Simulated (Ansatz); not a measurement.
TaN: geometry relaxation (part 2 of 2)

The same run, continued: TaN (Fm-3m, 12 atoms in the cell); DFT r2SCAN, scalar-relativistic, plane waves, PAW, no spin polarisation (Ansatz 0.2.0); cutoff 500 eV, 8×8×6 k-mesh, Gaussian smearing of 0.1 eV. The structure derives from an entry of the Crystallography Open Database. It belongs to a series of runs on one base structure; here: 0 of 6 N sites taken by As, cell and atoms relaxed.

Geometry of the input (Å; fractional positions):
```
4.3965  2.1983  -2.1983
2.1983  4.3965  2.1983
4.3965  -2.1983  2.1983
Ta 0.4167  0.6667  0.7500
Ta 0.7500  -0.0000  0.7500
Ta 0.9167  0.6667  0.2500
Ta 0.2500  -0.0000  0.2500
Ta 0.5833  0.3333  0.2500
Ta 0.0833  0.3333  0.7500
N  0.1667  0.6667  0.5000
N  0.5000  -0.0000  0.5000
N  0.6667  0.6667  -0.0000
N  1.0000  -0.0000  -0.0000
N  0.3333  0.3333  -0.0000
N  0.8333  0.3333  0.5000
```

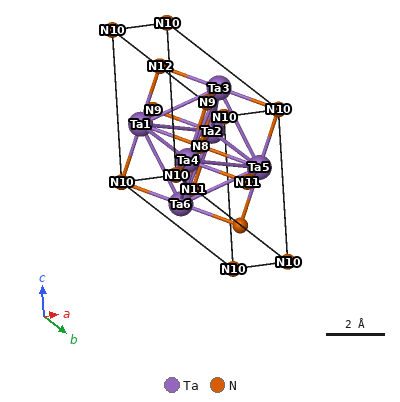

The geometry at step 2 of the log (ball-and-stick view of the reduced cell, seen at an oblique angle; atoms are numbered from 1 in the order of the input).

## What the program printed, continued
```
relax step   4: F+E_penalty+E_count = -61986.35000082 eV  Δ(F+E_penalty+E_count) = -1.296e-5 eV  max|allowed force component| = 1.411e-23 eV/Å  Δτ_max = 0.0000 Å  P = -0.034 GPa  Ω = 127.457 Å³  stress off target by 5.77e-2 GPa  SCF on the basis re-selected at this cell (its energy is not comparable with the rows above)  (4 SCF iters)
basis re-selected at this cell: Δ(F+E_penalty+E_count) = -1.296e-5 eV, ΔP = +0.000 GPa vs the last step (what re-selecting the basis moved, of the pressure what is left beyond the Pulay correction that the steps carried, after the strain that the cell walked since its last selection, with what the two solves' SCF thresholds leave and, on support functions, any second-order correction that the steps lacked; it is no measure of the basis error at this ecutwfc). This SCF's stress stands 5.77e-2 GPa from its target on what of the cell is left free (relax.cell.stress_tol is 1.50e-1 GPa) and its largest allowed force component is 1.41e-23 eV/Å (relax.f_tol is 1.50e-2 eV/Å): within both
SCF converged after 4 iterations
Free energy (F): -61986.350001 eV
Harris-Foulkes:  -61986.350001 eV  (|F-HF|=1.38e-10)
Internal energy: -61986.327900 eV  (E = F + TS)
E sigma→0 (E₀):  -61986.338950 eV
Entropy (-TS):   -0.022101 eV (-1.842 meV/atom)
Fermi energy:    21.808008 eV
--- Per-component energies (eV) ---
  E_band       = -357.611097
  E_kinetic    = 3018.743624
  E_local      = -3501.801327  (includes V_loc(G=0)·N_el)
  E_nonlocal   = 358.225143
  E_hartree    = 1184.033678
  E_xc         = -1595.030165
  E_vxc        = -1852.574092  (∫ρ·V_xc dr)
  E_paw        = -51313.790888  (= ΣΔE_a)
  E_vpaw       = -844.033220  (= ΣTr[D̂ρ^β])
  E_aug_tail   = 0.000496  (compensation charges beyond the density's cutoff)
  E_vtau       = 95.760870  (kinetic-family band-sum trace: ∫τ·v_τ [+ j·A + Jᵃ·Aᵃ] dr)
  E_ewald      = -10131.993391
  E_core_change = -4.715069  (= ΣΔE_core)
  E_smearing   = -0.022101  (= −TS)
  E_closure    = -0.000000  (closes the sum)
  Σ components = -61986.350001   (vs F -61986.350001, Δ=0.00e0)
--- Forces (eV/Å), atoms counted from 1 ---
  atom   1  Ta     0.00000000     0.00000000     0.00000000
  atom   2  Ta     0.00000000     0.00000000     0.00000000
  atom   3  Ta     0.00000000     0.00000000     0.00000000
  atom   4  Ta     0.00000000     0.00000000     0.00000000
  atom   5  Ta     0.00000000    -0.00000000    -0.00000000
  atom   6  Ta     0.00000000    -0.00000000     0.00000000
  atom   7  N      0.00000000     0.00000000     0.00000000
  atom   8  N     -0.00000000     0.00000000     0.00000000
  atom   9  N      0.00000000     0.00000000     0.00000000
  atom  10  N      0.00000000     0.00000000     0.00000000
  atom  11  N     -0.00000000     0.00000000    -0.00000000
  atom  12  N      0.00000000    -0.00000000    -0.00000000
  max |Σ_I F_I| component: 3.03e-23 eV/Å
--- Stress (GPa, compression-positive) ---
       -0.056530       0.004912      -0.004912
        0.004912      -0.022392      -0.006373
       -0.004912      -0.006373      -0.022392
  P = ⅓ Tr σ = -0.0338 GPa (-0.338 kbar)
--- Band table (eV; the first three rows and the last of 114) ---
  k-point 0: bands = ["-49.6919", "-49.6294", "-49.6170", "-49.6170", "-49.6170", "-49.6170", "-16.1688", "-15.9363", "-15.9363", "-15.8621", "-15.8621", "-15.8108", "-15.8108", "-15.6890", "-15.6890", "-15.4923", "-15.4923", "-15.4449", "-15.4449", "-15.3715", "-15.3689", "-15.2853", "-15.2838", "-15.2705", "1.7994", "3.9160", "3.9160", "3.9265", "3.9265", "4.7944", "10.9894", "12.8727", "12.8727", "12.9419", "12.9419", "13.7528", "13.7685", "14.4768", "14.4768", "14.5145", "14.5145", "14.6482", "14.6482", "14.6838", "14.6838", "17.6206", "17.6337", "17.6733", "19.5767", "19.6103", "19.7194", "20.9107", "20.9107", "21.6916", "21.6916", "21.8875", "21.8875", "21.9610", "21.9849", "23.5610", "23.7216", "23.7216", "23.7411", "23.7411", "23.7694", "23.7798"]
  k-point 1: bands = ["-49.6878", "-49.6337", "-49.6170", "-49.6170", "-49.6170", "-49.6170", "-16.1127", "-15.9131", "-15.9131", "-15.9105", "-15.9105", "-15.7406", "-15.7406", "-15.7394", "-15.7394", "-15.4665", "-15.4665", "-15.4653", "-15.4653", "-15.3658", "-15.3633", "-15.3354", "-15.2912", "-15.2896", "1.9680", "3.9162", "3.9162", "3.9264", "3.9264", "4.5294", "11.3718", "12.9023", "12.9023", "12.9082", "12.9082", "13.9075", "13.9233", "14.4923", "14.4923", "14.5094", "14.5094", "14.6525", "14.6525", "14.6729", "14.6729", "16.8648", "17.0694", "17.0849", "19.8435", "19.8726", "20.0162", "21.1209", "21.1209", "21.1529", "21.1529", "22.6306", "22.6563", "22.7219", "22.7219", "22.7413", "22.7413", "23.0315", "23.3667", "23.3780", "24.0883", "24.5658"]
  k-point 2: bands = ["-49.6764", "-49.6451", "-49.6170", "-49.6170", "-49.6170", "-49.6170", "-15.9568", "-15.9388", "-15.9388", "-15.8597", "-15.8597", "-15.8110", "-15.8110", "-15.6865", "-15.6865", "-15.5087", "-15.4926", "-15.4926", "-15.4467", "-15.4467", "-15.3502", "-15.3479", "-15.3071", "-15.3054", "2.4406", "3.8873", "3.9178", "3.9178", "3.9249", "3.9249", "12.3752", "12.8745", "12.8745", "12.9330", "12.9330", "14.3648", "14.3809", "14.4670", "14.4670", "14.5330", "14.5330", "14.6292", "14.6292", "14.7012", "14.7012", "15.3399", "16.0545", "16.0712", "20.4414", "20.4680", "20.4925", "20.8830", "20.8830", "21.7194", "21.7194", "21.8722", "21.9099", "21.9099", "22.4206", "22.4368", "23.7100", "23.7100", "23.7451", "23.7451", "24.1369", "24.1655"]
  k-point 113: bands = ["-49.6543", "-49.6409", "-49.6409", "-49.6287", "-49.6125", "-49.6125", "-15.9237", "-15.9237", "-15.9209", "-15.8838", "-15.8838", "-15.8161", "-15.7659", "-15.7659", "-15.5263", "-15.5263", "-15.5152", "-15.4784", "-15.4562", "-15.4562", "-15.3794", "-15.3572", "-15.3572", "-15.3157", "3.4236", "3.5455", "3.6349", "3.6349", "3.8495", "3.8495", "12.4150", "12.4150", "13.0595", "13.1056", "13.7741", "13.7741", "14.3839", "14.3839", "14.5628", "14.5628", "14.6150", "14.8773", "14.8773", "14.9587", "15.0365", "15.0365", "15.2005", "15.6498", "18.6317", "19.8543", "19.8543", "20.6506", "20.6506", "21.1399", "21.2797", "22.7948", "22.9261", "22.9261", "23.5187", "23.5187", "23.7363", "23.7363", "24.3594", "24.5636", "24.9255", "24.9255"]
--- Relaxed structure (3 steps of the walk, 3 accepted, 1 SCFs on fresh bases) ---
  F+E_penalty+E_count = -61986.35000082 eV   max|allowed force component| = 1.411e-23 eV/Å   (the final SCF, on the basis selected at the relaxed cell)
  cell:  # Å, volume = 127.4573 Å³
    - [4.414371808908654, 2.2055779193410383, -2.205577919341014]
    - [2.207185904429293, 4.404653054894181, 2.1990751355030875]
    - [4.388438181666772, -2.179644292065394, 2.1796442921317163]
  atoms:
    - { symbol: Ta, position: [0.4166666666666667, 0.6666666666666667, 0.75] }
    - { symbol: Ta, position: [0.75, 4.119968255444917e-17, 0.75] }
    - { symbol: Ta, position: [0.9166666666666665, 0.6666666666666667, 0.24999999999999978] }
    - { symbol: Ta, position: [0.25, 1.3660947373317356e-17, 0.25] }
    - { symbol: Ta, position: [0.5833333333333335, 0.3333333333333334, 0.24999999999999994] }
    - { symbol: Ta, position: [0.08333333333333331, 0.33333333333333337, 0.75] }
    - { symbol: N, position: [0.16666666666666669, 0.6666666666666667, 0.49999999999999994] }
    - { symbol: N, position: [0.5, 2.7321894746634712e-17, 0.5] }
    - { symbol: N, position: [0.6666666666666666, 0.6666666666666667, 1.093959992037874e-16] }
    - { symbol: N, position: [1.0, 0.0, -1.1102230246251565e-16] }
    - { symbol: N, position: [0.33333333333333337, 0.33333333333333337, 4.2012834183813297e-17] }
    - { symbol: N, position: [0.8333333333333335, 0.3333333333333334, 0.5] }
```

## Trajectory as extended XYZ (Å, eV, eV/Å), 4 frames, from step=1 to step=4
```
12
Lattice="4.3965 2.1983 -2.1983 2.1983 4.3965 2.1983 4.3965 -2.1983 2.1983" Properties=species:S:1:pos:R:3:forces:R:3 step=1 energy=-61986.34747 pressure_GPa=-0.08
Ta    6.5948    2.1983    2.1983    0.0000   0.0000   0.0000
Ta    6.5948    0.0000    0.0000    0.0000   0.0000   0.0000
Ta    6.5948    4.3965    0.0000    0.0000   0.0000   0.0000
Ta    2.1983    0.0000    0.0000    0.0000   0.0000   0.0000
Ta    4.3965    2.1983    0.0000    0.0000   0.0000   0.0000
Ta    4.3965    0.0000    2.1983    0.0000   0.0000   0.0000
N     4.3965    2.1983    2.1983    0.0000   0.0000   0.0000
N     4.3965    0.0000    0.0000    0.0000   0.0000   0.0000
N     4.3965    4.3965    0.0000    0.0000   0.0000   0.0000
N     4.3965    2.1983   -2.1983    0.0000   0.0000   0.0000
N     2.1983    2.1983    0.0000    0.0000   0.0000   0.0000
N     6.5948    2.1983    0.0000    0.0000   0.0000   0.0000
12
Lattice="4.4125 2.2048 -2.2048 2.2063 4.4053 2.2005 4.3873 -2.1796 2.1796" Properties=species:S:1:pos:R:3:forces:R:3 step=2 energy=-61986.34997 pressure_GPa=0.04
Ta    6.5999    2.2209    2.1830    0.0000   0.0000   0.0000
Ta    6.5999    0.0189   -0.0189    0.0000   0.0000   0.0000
Ta    6.6125    4.4131   -0.0092    0.0000   0.0000   0.0000
Ta    2.2000    0.0063   -0.0063    0.0000   0.0000   0.0000
Ta    4.4062    2.2097   -0.0077    0.0000   0.0000   0.0000
Ta    4.3936    0.0175    2.1845    0.0000   0.0000   0.0000
N     4.3999    2.2146    2.1893    0.0000   0.0000   0.0000
N     4.3999    0.0126   -0.0126    0.0000   0.0000   0.0000
N     4.4125    4.4067   -0.0028    0.0000   0.0000   0.0000
N     4.4125    2.2048   -2.2048    0.0000   0.0000   0.0000
N     2.2063    2.2034   -0.0014    0.0000   0.0000   0.0000
N     6.6062    2.2160   -0.0140    0.0000   0.0000   0.0000
12
Lattice="4.4144 2.2056 -2.2056 2.2072 4.4047 2.1991 4.3884 -2.1796 2.1796" Properties=species:S:1:pos:R:3:forces:R:3 step=3 energy=-61986.34999 pressure_GPa=-0.03
Ta    6.6021    2.2207    2.1818    0.0000   0.0000   0.0000
Ta    6.6021    0.0194   -0.0194    0.0000   0.0000   0.0000
Ta    6.6151    4.4133   -0.0108    0.0000   0.0000   0.0000
Ta    2.2007    0.0065   -0.0065    0.0000   0.0000   0.0000
Ta    4.4079    2.2099   -0.0087    0.0000   0.0000   0.0000
Ta    4.3949    0.0173    2.1840    0.0000   0.0000   0.0000
N     4.4014    2.2142    2.1883    0.0000   0.0000   0.0000
N     4.4014    0.0130   -0.0130    0.0000   0.0000   0.0000
N     4.4144    4.4068   -0.0043    0.0000   0.0000   0.0000
N     4.4144    2.2056   -2.2056    0.0000   0.0000   0.0000
N     2.2072    2.2034   -0.0022    0.0000   0.0000   0.0000
N     6.6086    2.2164   -0.0151    0.0000   0.0000   0.0000
12
Lattice="4.4144 2.2056 -2.2056 2.2072 4.4047 2.1991 4.3884 -2.1796 2.1796" Properties=species:S:1:pos:R:3:forces:R:3 step=4 energy=-61986.35000 pressure_GPa=-0.03
Ta    6.6021    2.2207    2.1818    0.0000   0.0000   0.0000
Ta    6.6021    0.0194   -0.0194    0.0000   0.0000   0.0000
Ta    6.6151    4.4133   -0.0108    0.0000   0.0000   0.0000
Ta    2.2007    0.0065   -0.0065    0.0000   0.0000   0.0000
Ta    4.4079    2.2099   -0.0087    0.0000   0.0000   0.0000
Ta    4.3949    0.0173    2.1840    0.0000   0.0000   0.0000
N     4.4014    2.2142    2.1883    0.0000   0.0000   0.0000
N     4.4014    0.0130   -0.0130    0.0000   0.0000   0.0000
N     4.4144    4.4068   -0.0043    0.0000   0.0000   0.0000
N     4.4144    2.2056   -2.2056    0.0000   0.0000   0.0000
N     2.2072    2.2034   -0.0022    0.0000   0.0000   0.0000
N     6.6086    2.2164   -0.0151    0.0000   0.0000   0.0000
```

## Results in brief

| quantity | value |
| --- | --- |
| outcome | converged |
| space group (tolerance 0.01 Å) | Fm-3m (225) → R-3m (166) |
| electrons treated | 108 |
| free energy | −61986.3500 eV |
| Fermi energy | 21.808 eV |
| gap on the k-point mesh | none (metallic) |
| pressure | −0.03 GPa |
| final volume | 127.46 Å³ |
| largest force (length of the vector) at the end | under 0.001 eV/Å |
| final cell | a = 5.405 Å, b = 5.395 Å, c = 5.363 Å, α = 80.29°, β = 70.33°, γ = 59.94° |
| hardware | 2 threads of Oxide Virtual Turin-like (Zen 5), 32 GiB of memory available, shared host |
| wall time | 2.6 min (CPU time 5.1 min) |
| peak memory | 1.3 GiB |

Spin–orbit coupling is left out, which matters for Ta.
